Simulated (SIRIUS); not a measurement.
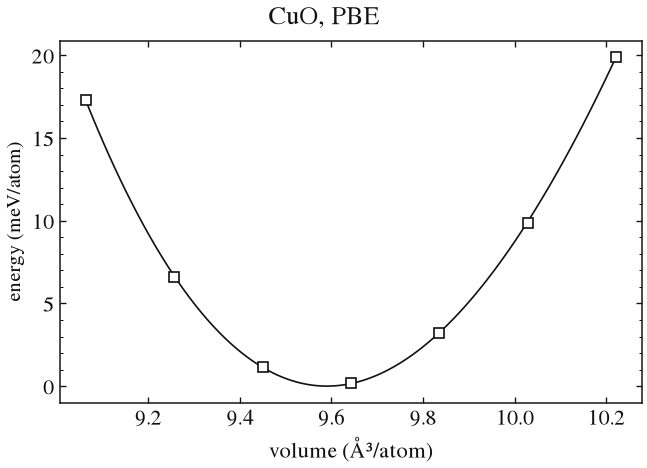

The figure shows the energy against volume for CuO, space group P-6m2 (No. 187) (cell built by us, not taken from a database).

Structure:
```cif
data_structure
_symmetry_space_group_name_H-M 'P 1'
_symmetry_Int_Tables_number 1
_cell_length_a 2.8363
_cell_length_b 2.8363
_cell_length_c 2.7681
_cell_angle_alpha 90.000
_cell_angle_beta 90.000
_cell_angle_gamma 120.000
_cell_volume 19.29
loop_
_atom_site_label
_atom_site_type_symbol
_atom_site_fract_x
_atom_site_fract_y
_atom_site_fract_z
_atom_site_occupancy
Cu1 Cu 0.00000 0.00000 0.00000 1
O1 O 0.66667 0.33333 0.50000 1
```

How it was computed, with SIRIUS 7.12.0: all-electron LAPW DFT, no spin polarisation; energies at scaled volumes of the given cell, shape and fractions fixed, counted from the fit's minimum, third-order Birch-Murnaghan fit. Level: PBE.

k mesh 6×6×5; occupations Fermi–Dirac; smearing width 0.05 eV; potentials all electron FP LAPW; program settings basis apw+lo standard, gk cutoff 4.62 1/bohr, pw cutoff 24 1/bohr.

This calculation gives: equilibrium volume 9.59 Å³/atom and bulk modulus 172 GPa.

Now the level changes from PBE to revPBE. Predict the effect.

The equilibrium volume rises from 9.59 to 9.83 Å³/atom (+2.5 %) and the bulk modulus falls from 172 to 159 GPa (−7.6 %).

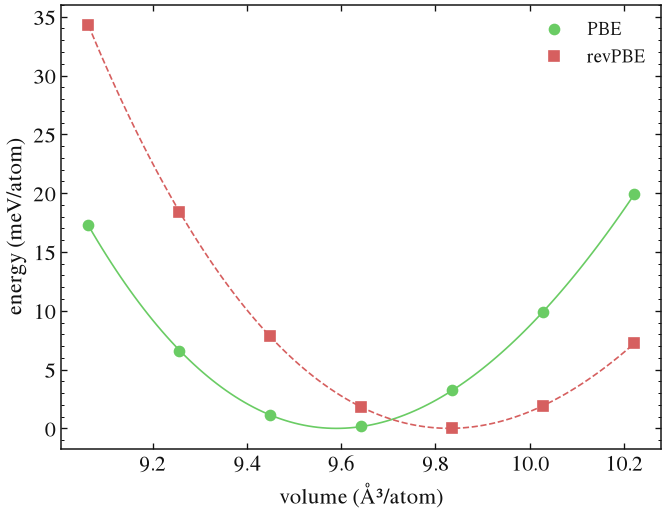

The two results together.

For both, limits of the calculation: coarse k mesh; shape and atomic fractions are frozen while scaling, which makes layered, chain and framework solids too stiff.

V0 and the bulk modulus come from third-order Birch–Murnaghan fits.
